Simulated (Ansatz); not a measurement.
TiO₂ (slab)

The calculation's input:

```
crystal:
  lattice:
    - [2.9392264234, 0.0, 0.0]
    - [0.0, 6.4924689584, 0.0]
    - [0.0, 0.0, 20.7859572802]
  atoms:
    - { symbol: O, position: [0.0, 0.0, 0.3608205241] }
    - { symbol: Ti, position: [0.0, 0.5, 0.4219127983] }
    - { symbol: Ti, position: [0.5, 0.0, 0.4219127983] }
    - { symbol: O, position: [0.5, 0.3044100929, 0.4219127983] }
    - { symbol: O, position: [0.5, 0.6955899071, 0.4219127983] }
    - { symbol: O, position: [0.0, 0.0, 0.4830050724] }
    - { symbol: O, position: [0.0, 0.5, 0.5169949276] }
    - { symbol: Ti, position: [0.0, 0.0, 0.5780872017] }
    - { symbol: Ti, position: [0.5, 0.5, 0.5780872017] }
    - { symbol: O, position: [0.5, 0.8044100929, 0.5780872017] }
    - { symbol: O, position: [0.5, 0.1955899071, 0.5780872017] }
    - { symbol: O, position: [0.0, 0.5, 0.6391794759] }
basis:
  ecutwfc: 420
kpoints:
  mp_grid: { grid: [9, 4, 1] }
hamiltonian:
  xc: pbesol
scf:
  occupations: { method: gaussian, width: 0.05 }
output:
  forces: true
  eigenvalues: true
  write_density: true
  write_potential: true
  elf: true
  volumetric_format: npy
relax:
  adjacent_minimum: "off"
  f_tol: 0.02
  max_steps: 60
efield:
  axis: 3
  dipole_correction: true
```

Run with:

```sh
ansatz run input.yaml --threads 1 --pin off --max-ram 2560MiB --backend cpu --events-out ev --progress --plain --runs-dir out
```

The fields are those of the relaxed geometry.

Computed without spin polarisation.

Level of theory: Ansatz 0.2.0, DFT PBEsol, scalar-relativistic, plane waves, PAW.

In a PAW calculation such maps are meaningful between the atoms, not at the nuclei.

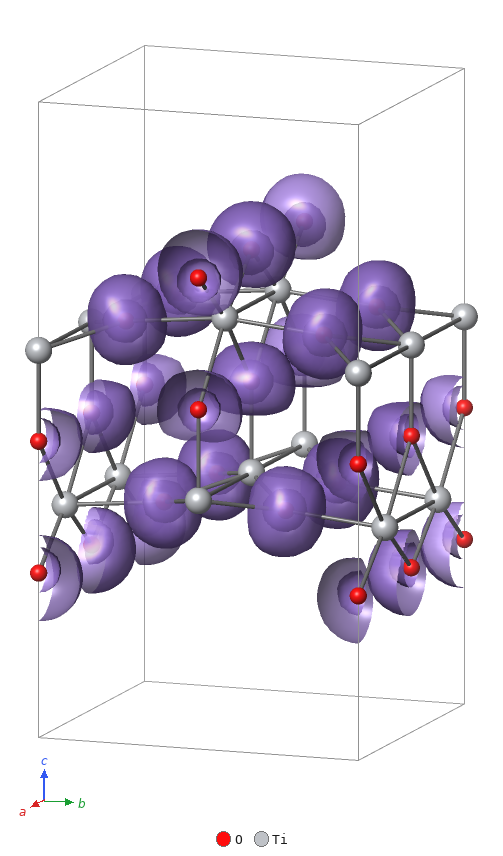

Figure 1. Isosurface of the electron localisation function at 0.75 (purple), seen slightly off an axis. Core shells and regions of very low density are left out. Sticks mark near contacts.

What do the ELF domains correspond to?

At this value the surface marks out eight regions wrapped around O (the valence shell of each), counted in one cell of 12 atoms. Counts are for one cell; the picture repeats the cell along the surface. Profiles from the grid: Ti–O (1.77 Å): the ELF peaks at about 0.80 in the valence shell of O, 0.5 Å from its nucleus, and is about 0.30 at the midpoint. Ti–Ti (2.94 Å): the ELF is about 0.35 at the midpoint.

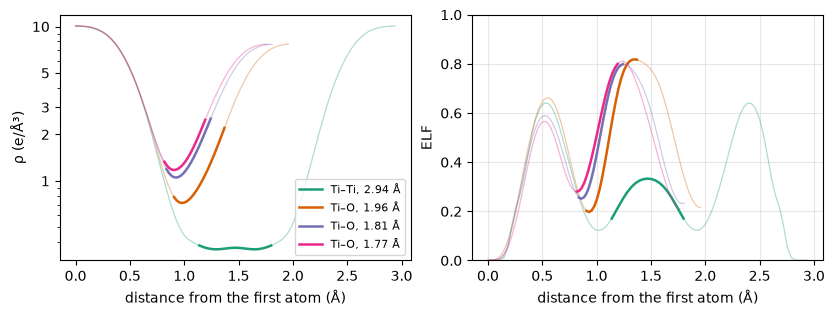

Figure 2. Valence pseudo-density and ELF along straight lines between neighbouring atoms. Thin, pale parts lie inside the atomic spheres.

What can be read from the curves?

Ti–Ti (2.94 Å): the density is about 0.37 e/Å³ at the midpoint; the ELF is about 0.35 at the midpoint.
Ti–O (1.96 Å): ρ at the midpoint is about 0.72 e/Å³; the ELF peaks at about 0.80 in the valence shell of O, 0.6 Å from its nucleus, and is about 0.20 at the midpoint; no localised pair shows between them.
Ti–O (1.81 Å): ρ is about 1.1 e/Å³ halfway; the ELF peaks at about 0.80 in the valence shell of O, 0.6 Å from its nucleus, and is about 0.25 at the midpoint; no localised pair shows between them.
Ti–O (1.77 Å): ρ at the midpoint is about 1.2 e/Å³; the ELF peaks at about 0.80 in the valence shell of O, 0.5 Å from its nucleus, and is about 0.30 at the midpoint.

Does the calculation make it a metal, or give it a gap?

It is gapped, with a Kohn–Sham gap of 2.4 eV on the k-point mesh, an upper bound to the gap of this method.
